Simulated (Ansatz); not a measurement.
# Two runs on Ir

System: Ir (P-1, 2 atoms in the cell).
Method of run 1: Kohn-Sham DFT of a periodic cell, PBE, Ansatz PAW, no spin polarisation (Ansatz 0.2.0).

The structure derives from a Materials Project entry. Text and figures count atoms from 1; the logs count them from 0 in places.

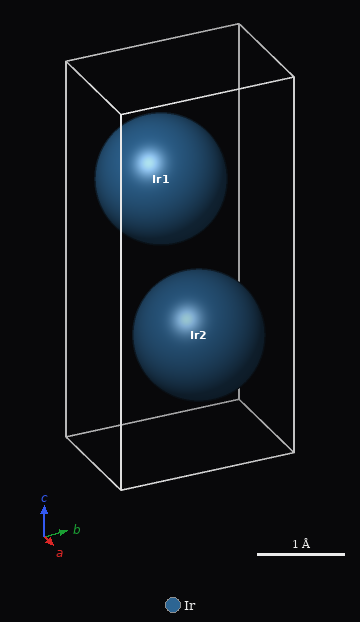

The input geometry (spheres-only view of the cell of the calculation, seen slightly off an axis; atoms are numbered from 1 in the order of the input).

**Input, run 1**
```yaml
crystal:
  lattice:
    - [2.75137789, 0.0, 0.0]
    - [-1.37568895, 2.38276315, 0.0]
    - [0.0, 0.0, 4.46229]
  atoms:
    - { symbol: Ir, position: [0.66935147, 0.3368738, 0.74829509] }
    - { symbol: Ir, position: [0.33064853, 0.6631262, 0.25170491] }
hamiltonian:
  xc: pbe
  pseudopotentials: { kind: paw }
kpoints:
  mp_grid: { grid: [11, 11, 6] }
scf:
  occupations: { method: fermi_dirac, width: 0.05 }
output:
  forces: true
  stress: true
  eigenvalues: true
  write_density: true
  write_potential: true
  elf: true
  volumetric_format: npy
relax:
  f_tol: 0.01
  max_steps: 40
  cell: { stress_tol: 0.05 }
```

Command:
```bash
ansatz run input.yaml --threads 2 --pin off --max-ram 5632MiB --backend cpu --events-out ev --progress --plain --runs-dir out
```

Hardware: 2 threads of Intel Xeon @ 2.70GHz, 189 GiB of memory available, shared host.

**Output, shortened to warnings, some set-up lines, iterations and results (run 1)**
```
Basis set: ecut = 420 eV, 573 PW (Γ), exchange–correlation on 40×40×60 points (8 copies of the dense FFT grid, shifted against one another)
Symmetry: 2 space group operations
k-points: 364 of 726
Initial density: superposition of atomic densities (neutral atoms: chi_scale 0, normalization atom), corrected by the library's trained network
[...]
SCF iter   1: F=—  HF=-23870.446223 eV  |F-HF|=—  |Δ(HF+E_count)|=         —  Δρ=9.11e-3  dr2=7.79e-3  ethr=1.77e-3  ⟨swp⟩=4.9  Hψ=29599  notcnv=0
SCF iter   2: F=—  HF=-23870.449875 eV  |F-HF|=—  |Δ(HF+E_count)|=   3.65e-3  Δρ=5.30e-3  dr2=2.76e-3  ethr=2.29e-5  ⟨swp⟩=2.3  Hψ=12867  notcnv=0
SCF iter   3: F=—  HF=-23870.451410 eV  |F-HF|=—  |Δ(HF+E_count)|=   1.54e-3  Δρ=2.92e-4  dr2=8.39e-6  ethr=8.12e-6  ⟨swp⟩=2.0  Hψ=10933  notcnv=0
SCF iter   4: F=—  HF=-23870.451437 eV  |F-HF|=—  |Δ(HF+E_count)|=   2.72e-5  Δρ=6.27e-5  dr2=2.15e-6  ethr=2.47e-8  ⟨swp⟩=2.0  Hψ=11177  notcnv=0
SCF iter   5: F=—  HF=-23870.451437 eV  |F-HF|=—  |Δ(HF+E_count)|=   2.13e-7  Δρ=3.59e-5  dr2=1.37e-6  ethr=6.32e-9  ⟨swp⟩=2.1  Hψ=11218  notcnv=0
[... 32 lines ...]
SCF iter   5: F=-23870.453875 eV  HF=-23870.453875 eV  |F-HF|=7.28e-12  |Δ(HF+E_count)|=  7.28e-12  Δρ=4.99e-8  dr2=1.61e-12  ethr=1.00e-12  ⟨swp⟩=1.0  Hψ=7644  notcnv=0
SCF iter   6: F=-23870.453875 eV  HF=-23870.453875 eV  |F-HF|=0.00e0  |Δ(HF+E_count)|=  7.28e-12  Δρ=1.68e-8  dr2=2.57e-14  ethr=1.00e-12  ⟨swp⟩=1.0  Hψ=7644  notcnv=0
SCF iter   7: F=-23870.453875 eV  HF=-23870.453875 eV  |F-HF|=1.09e-11  |Δ(HF+E_count)|=  3.64e-12  Δρ=4.73e-9  dr2=2.44e-15  ethr=1.00e-12  ⟨swp⟩=2.3  Hψ=23137  notcnv=0
SCF 5 converged in 7 iterations: F = -23870.453875 eV  dr2 = 2.44e-15
relax step   5: F+E_penalty+E_count = -23870.45387550 eV  Δ(F+E_penalty+E_count) = +5.419e-5 eV  max|allowed force component| = 2.264e-4 eV/Å  Δτ_max = 0.0000 Å  P = +0.006 …
basis re-selected at this cell: Δ(F+E_penalty+E_count) = +5.419e-5 eV, ΔP = +0.003 GPa vs the last step (what re-selecting the basis moved, of the pressure what is left beyond the Pulay correction that the steps carried, after the strain that the cell walked since its last selection, with what the …
SCF converged after 7 iterations
Free energy (F): -23870.453875 eV
Harris-Foulkes:  -23870.453875 eV  (|F-HF|=1.09e-11)
Internal energy: -23870.428416 eV  (E = F + TS)
E sigma→0 (E₀):  -23870.441146 eV
Entropy (-TS):   -0.025460 eV (-12.730 meV/atom)
Fermi energy:    24.984457 eV
--- Per-component energies (eV) ---
  E_band       = -191.844864
  E_kinetic    = 1244.756966
  E_local      = -2196.074797  (includes V_loc(G=0)·N_el)
  E_nonlocal   = 145.057673
  E_hartree    = 838.774181
  E_xc         = -535.502777
  E_vxc        = -599.612124  (∫ρ·V_xc dr)
  E_paw        = -18446.659001  (= ΣΔE_a)
  E_vpaw       = -463.521055  (= ΣTr[D̂ρ^β])
  E_aug_tail   = 0.000111  (compensation charges beyond the density's cutoff)
  E_ewald      = -4920.780772
  E_smearing   = -0.025460  (= −TS)
  E_closure    = 0.000000  (closes the sum)
  Σ components = -23870.453875   (vs F -23870.453875, Δ=0.00e0)
--- Forces (eV/Å), atoms counted from 1 ---
  atom   1  Ir    -0.00001181    -0.00002891     0.00022644
  atom   2  Ir     0.00001181     0.00002891    -0.00022644
  max |Σ_I F_I| component: 0.00e0 eV/Å
--- Stress (GPa, compression-positive) ---
       -0.001353      -0.000799       0.001451
       -0.000799       0.008069       0.005205
        0.001451       0.005205       0.011192
  P = ⅓ Tr σ = 0.0060 GPa (0.060 kbar)
--- Relaxed structure (4 steps of the walk, 3 accepted, 1 SCFs on fresh bases) ---
  F+E_penalty+E_count = -23870.45387550 eV   max|allowed force component| = 2.264e-4 eV/Å   (the final SCF, on the basis selected at the relaxed cell)
  cell:  # Å, volume = 29.1425 Å³
    - [2.7490390296098246, 5.826400082690822e-6, -2.7730268551668662e-5]
    - [-1.374514473990174, 2.3806769593398447, -7.23957712941162e-5]
    - [-4.4974011205500225e-5, -0.00016154403619201709, 4.45292645481748]
  atoms:
    - { symbol: Ir, position: [0.6666687685284947, 0.33333615198556116, 0.7499977118295738] }
    - { symbol: Ir, position: [0.3333312314715054, 0.6666638480144387, 0.25000228817042636] }
```

For run 2 the input was changed thus:
```diff
-  xc: pbe
+  xc: lda
```

Predict how the results change.

The total energies belong to different methods, so their difference says nothing on which is more stable or more accurate. The volume per atom goes from 14.57 to 13.91 Å³. The functional changes from PBE to LDA. The SCF takes 38 iterations over all geometry steps against 32.

**Output, shortened to warnings, some set-up lines, iterations and results (run 2)**
```
Basis set: ecut = 420 eV, 573 PW (Γ)
Symmetry: 2 space group operations
k-points: 364 of 726
Initial density: superposition of atomic densities (neutral atoms: chi_scale 0, normalization atom), corrected by the library's trained network
[...]
SCF iter   1: F=—  HF=-23326.525518 eV  |F-HF|=—  |Δ(HF+E_count)|=         —  Δρ=1.05e-2  dr2=9.85e-3  ethr=1.77e-3  ⟨swp⟩=4.8  Hψ=29553  notcnv=0
SCF iter   2: F=—  HF=-23326.525911 eV  |F-HF|=—  |Δ(HF+E_count)|=   3.92e-4  Δρ=5.87e-3  dr2=3.12e-3  ethr=2.90e-5  ⟨swp⟩=2.1  Hψ=12849  notcnv=0
SCF iter   3: F=—  HF=-23326.525800 eV  |F-HF|=—  |Δ(HF+E_count)|=   1.11e-4  Δρ=2.82e-4  dr2=9.49e-6  ethr=9.19e-6  ⟨swp⟩=2.0  Hψ=10178  notcnv=0
SCF iter   4: F=—  HF=-23326.525802 eV  |F-HF|=—  |Δ(HF+E_count)|=   2.02e-6  Δρ=8.37e-5  dr2=3.99e-6  ethr=2.79e-8  ⟨swp⟩=2.5  Hψ=13182  notcnv=0
SCF iter   5: F=—  HF=-23326.525801 eV  |F-HF|=—  |Δ(HF+E_count)|=   3.87e-7  Δρ=4.82e-5  dr2=2.45e-6  ethr=1.17e-8  ⟨swp⟩=2.0  Hψ=11068  notcnv=0
[... 40 lines ...]
SCF iter   4: F=—  HF=-23326.611654 eV  |F-HF|=—  |Δ(HF+E_count)|=  1.86e-10  Δρ=1.15e-6  dr2=7.14e-11  ethr=7.39e-12  ⟨swp⟩=2.0  Hψ=13874  notcnv=0
SCF iter   5: F=-23326.611654 eV  HF=-23326.611654 eV  |F-HF|=0.00e0  |Δ(HF+E_count)|=  3.27e-11  Δρ=1.10e-7  dr2=2.33e-12  ethr=1.00e-12  ⟨swp⟩=1.0  Hψ=7644  notcnv=0
SCF iter   6: F=-23326.611654 eV  HF=-23326.611654 eV  |F-HF|=0.00e0  |Δ(HF+E_count)|=  1.46e-11  Δρ=3.85e-8  dr2=1.13e-12  ethr=1.00e-12  ⟨swp⟩=4.0  Hψ=30208  notcnv=0
SCF 6 converged in 6 iterations: F = -23326.611654 eV  dr2 = 1.13e-12
relax step   6: F+E_penalty+E_count = -23326.61165382 eV  Δ(F+E_penalty+E_count) = +4.814e-4 eV  max|allowed force component| = 1.918e-5 eV/Å  Δτ_max = 0.0000 Å  P = +0.030 …
basis re-selected at this cell: Δ(F+E_penalty+E_count) = +4.814e-4 eV, ΔP = +0.030 GPa vs the last step (what re-selecting the basis moved, of the pressure what is left beyond the Pulay correction that the steps carried, after the strain that the cell walked since its last selection, with what the …
SCF converged after 6 iterations
Free energy (F): -23326.611654 eV
Harris-Foulkes:  -23326.611654 eV  (|F-HF|=0.00e0)
Internal energy: -23326.588119 eV  (E = F + TS)
E sigma→0 (E₀):  -23326.599887 eV
Entropy (-TS):   -0.023534 eV (-11.767 meV/atom)
Fermi energy:    26.131680 eV
--- Per-component energies (eV) ---
  E_band       = -160.474534
  E_kinetic    = 1249.320570
  E_local      = -2104.012406  (includes V_loc(G=0)·N_el)
  E_nonlocal   = 159.579509
  E_hartree    = 806.184975
  E_xc         = -533.874752
  E_vxc        = -601.110383  (∫ρ·V_xc dr)
  E_paw        = -17906.685738  (= ΣΔE_a)
  E_vpaw       = -476.621847  (= ΣTr[D̂ρ^β])
  E_aug_tail   = 0.000084  (compensation charges beyond the density's cutoff)
  E_ewald      = -4997.923566
  E_core_change = 0.823204  (= ΣΔE_core)
  E_smearing   = -0.023534  (= −TS)
  E_closure    = -0.000000  (closes the sum)
  Σ components = -23326.611654   (vs F -23326.611654, Δ=0.00e0)
--- Forces (eV/Å), atoms counted from 1 ---
  atom   1  Ir    -0.00000176    -0.00000191     0.00001918
  atom   2  Ir     0.00000176     0.00000191    -0.00001918
  max |Σ_I F_I| component: 0.00e0 eV/Å
--- Stress (GPa, compression-positive) ---
        0.025254      -0.000701       0.000917
       -0.000701       0.030219       0.003210
        0.000917       0.003210       0.034494
  P = ⅓ Tr σ = 0.0300 GPa (0.300 kbar)
--- Relaxed structure (5 steps of the walk, 4 accepted, 1 SCFs on fresh bases) ---
  F+E_penalty+E_count = -23326.61165382 eV   max|allowed force component| = 1.918e-5 eV/Å   (the final SCF, on the basis selected at the relaxed cell)
  cell:  # Å, volume = 27.8140 Å³
    - [2.7059228140769713, 4.302880664919596e-6, -1.5312898917544362e-5]
    - [-1.3529576855519134, 2.3433696713245027, -3.8614827990789985e-5]
    - [-2.4835045727131664e-5, -8.665395835695293e-5, 4.386383082435174]
  atoms:
    - { symbol: Ir, position: [0.6666673435884698, 0.3333341764332404, 0.7499998379874817] }
    - { symbol: Ir, position: [0.3333326564115301, 0.6666658235667592, 0.250000162012518] }
```

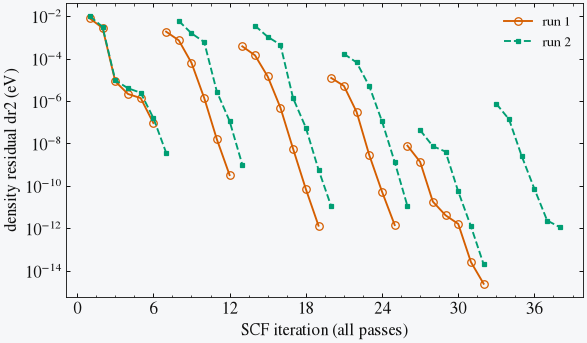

Convergence of the two runs: density residual dr2 against the SCF iteration. A break in a curve parts two SCF passes. Run 1 takes 32 iterations in all, and run 2 takes 38.

**The two runs side by side**

| quantity | run 1 | run 2 |
| --- | --- | --- |
| outcome | converged | converged |
| free energy per atom (eV) | −11935.2269 | −11663.3058 |
| energy per atom, smearing taken to zero (eV) | −11935.2206 | −11663.2999 |
| gap on the mesh (eV) | 0.00 | 0.00 |
| pressure (GPa) | 0.01 | 0.03 |
| volume per atom (Å³) | 14.57 | 13.91 |
| largest force (eV/Å) | 0.000 | 0.000 |
| SCF iterations | 32 | 38 |
| irreducible k-points | 364 | 364 |
| wall time (shared host) | 28 s | 35 s |

For both runs: Spin–orbit coupling is left out, which matters for Ir.
